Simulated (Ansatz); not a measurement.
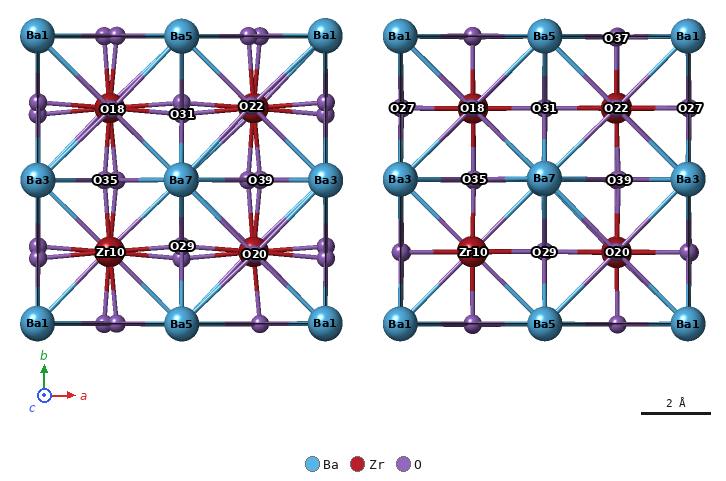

Two geometries of a defect cell of composition Ba8Zr8O23 (cell charge −1), drawn at one scale. One is the start of a relaxation, the other its converged end. The picture is a ball-and-stick view of the cell of the calculation, seen along the c axis.

Level of theory: Ansatz, DFT, PBEsol, PAW, plane waves. Set-up: plane-wave cutoff 420 eV; k-point mesh 1 × 1 × 1; mesh shifted by (0.25, 0.25, 0.25); collinear spin; atoms relaxed in a fixed cell; force threshold 0.03 eV/Å; at most 80 steps.

> Which geometry has the lower energy?

The left one is the relaxed one. The largest moves, 0.21 Å, are those of O atoms. Largest moves by element: O 0.21 Å, Ba 0.06 Å, Zr 0.05 Å. The cell doesn't change. Some distances before and after: Ba–O 2.934 → 3.142 Å, Ba–O 2.999 → 2.792 Å, Ba–O 2.917 → 3.122 Å, Ba–O 3.005 → 2.810 Å. Among the angles between lasting bonds that change: Zr–O–Zr 179.0° → 169.2°, Zr–O–Zr 179.2° → 169.7°, Zr–O–Zr 179.6° → 170.3°. The energy falls by 0.286 eV per cell of the calculation in 5 geometry steps. Largest force component: 0.79 eV/Å at the start, 0.027 eV/Å at the end.

Limits of the set-up: the periodic images lie only 8.4 Å apart, so the values are limited by the cell's size; the cell is charged, on a uniform background, and energies carry no finite-size correction.
